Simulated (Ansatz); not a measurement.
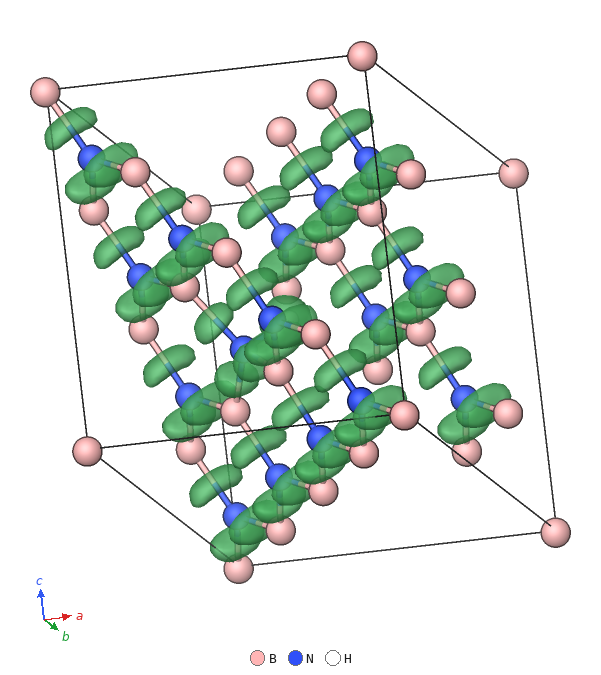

Figure. B₁₆HN₁₆ (cell charge +1, with a compensating background) (cell with a defect). Isosurface of the ELF at 0.85 (green), seen at an oblique angle. Core shells and regions of very low density are left out. Sticks mark near contacts.

The calculation used DFT PBE+D3(BJ), scalar-relativistic, plane waves, PAW (Ansatz 0.2.0).

Q: Describe the localisation domains.

A: The surface consists of 48 regions between bonded B–N atoms (shared pairs) and one region around a hydrogen nucleus, counted in one cell of 33 atoms. Regions shared between cells count once. Profiles from the grid: N–H (1.05 Å): the ELF climbs to about 1 towards the hydrogen, as it does in any bond to H; an ordinary covalent bond to hydrogen. B–N (1.42 Å): the ELF peaks at about 0.90 between the atoms: a short, strongly polar bond.

Q: Does the calculation give a band gap?

A: It is gapped, with a Kohn–Sham gap of 4.4 eV on the k-point mesh (the band edges may lie off the mesh, which would make the gap smaller).
